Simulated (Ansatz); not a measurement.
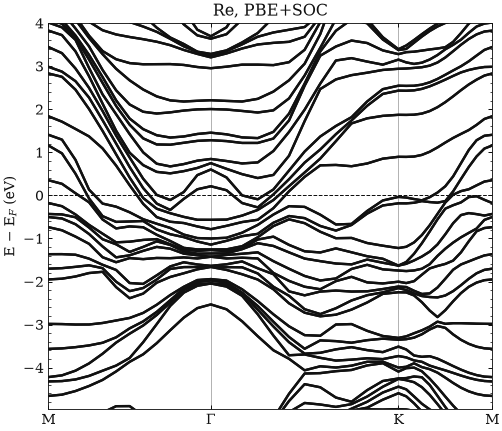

Band structure. Energies are counted from the Fermi level.

The Ansatz input:

```
crystal:
  lattice:
    - [2.7748915347, 0.0, 0.0]
    - [-1.3874457673, 2.4031265618, 0.0]
    - [0.0, 0.0, 26.2103283098]
  atoms:
    - { symbol: Re, position: [0.3333333333, 0.6666666667, 0.2895891903] }
    - { symbol: Re, position: [0.6666666667, 0.3333333333, 0.3696898479] }
    - { symbol: Re, position: [0.3333333333, 0.6666666667, 0.4587294242] }
    - { symbol: Re, position: [0.6666666667, 0.3333333333, 0.5412705756] }
    - { symbol: Re, position: [0.3333333333, 0.6666666667, 0.6303101523] }
    - { symbol: Re, position: [0.6666666667, 0.3333333333, 0.7104108098] }
basis:
  ecutwfc: 420
kpoints:
  mp_grid: { grid: [15, 15, 1] }
  band_path:
    path:
      - [0.5, 0, 0]
      - [0, 0, 0]
      - [0.3333333333333, 0.3333333333333, 0]
      - [0.5, 0, 0]
    npoints: 12
hamiltonian:
  xc: pbe
scf:
  occupations: { method: gaussian, width: 0.1 }
  n_extra_bands: 36
output:
  forces: true
  eigenvalues: true
  populations: true
  fatbands: true
  write_density: true
  write_potential: true
  elf: true
  volumetric_format: npy
magnetization:
  noncollinear: true
  spin_orbit: true
efield:
  axis: 3
  dipole_correction: true
  ramp_width: 0.04
```

Launched with:
```bash
ansatz run input.yaml --threads 2 --pin off --max-ram 5632MiB --backend cpu --events-out ev --progress --plain --runs-dir out
```

### Metal, semiconductor or insulator?

A metal: bands cross the Fermi level along this path.

### On which lines of the path do bands cross the Fermi level?

Bands cross the Fermi level on every line of the path.
